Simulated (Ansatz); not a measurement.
# PtSe2: what the fields show

```
Pt Se
1.0
     3.64099    0.00000    0.00000
    -1.82050    3.15319    0.00000
     0.00000    0.00000   16.45351
Pt Se
3 6
Direct
  0.66667 0.33333 0.33257
  0.33333 0.66667 0.66590
  0.00000 0.00000 0.99924
  0.33333 0.66667 0.08865
  0.00000 0.00000 0.42198
  0.66667 0.33333 0.75532
  0.00000 0.00000 0.24545
  0.66667 0.33333 0.57878
  0.33333 0.66667 0.91211
```

Space group R3m; started from the 3R (MoS2) bulk prototype, which need not be the ambient phase; not relaxed (largest force 0.3 eV/Å); computed pressure about 4 GPa in this cell.

Level of theory: DFT, PBE, plane waves, PAW (Ansatz).

In a PAW calculation such maps are meaningful between the atoms, not at the nuclei.

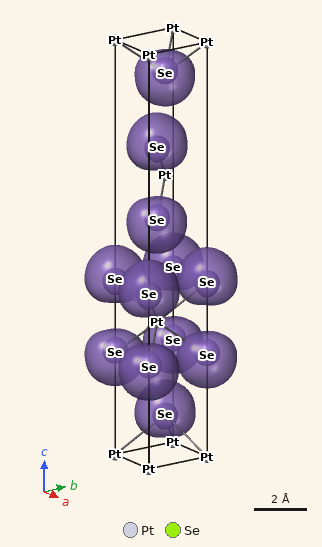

Figure 1. Isosurface of the electron localisation function at 0.6 (purple), seen slightly off an axis. Core shells and regions of very low density are left out. Sticks mark near contacts.

Identify the bonds, lone pairs and shells in this picture.

Answer. The ELF exceeds this value in six regions wrapped around Se (the valence shell of each), counted in one cell of 9 atoms. Regions shared between cells count once. Profiles from the grid: Pt–Se (2.54 Å): the ELF is about 0.40 at the midpoint.

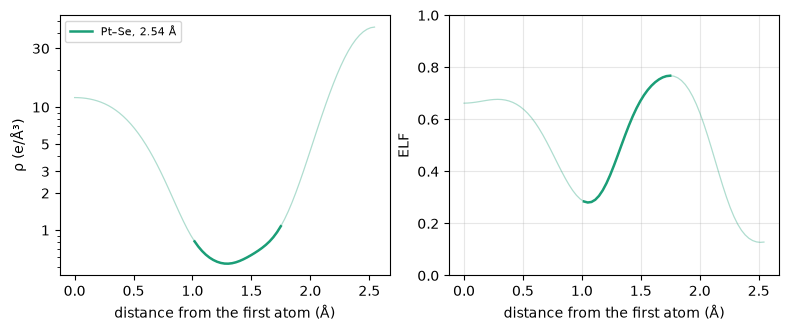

Figure 2. Valence pseudo-density and electron localisation function along straight lines between neighbouring atoms. Thin, pale parts lie inside the atomic spheres.

What can be read from the curves?

Answer. Pt–Se (2.54 Å): ρ at the midpoint is about 0.53 e/Å³; the ELF is about 0.40 at the midpoint.
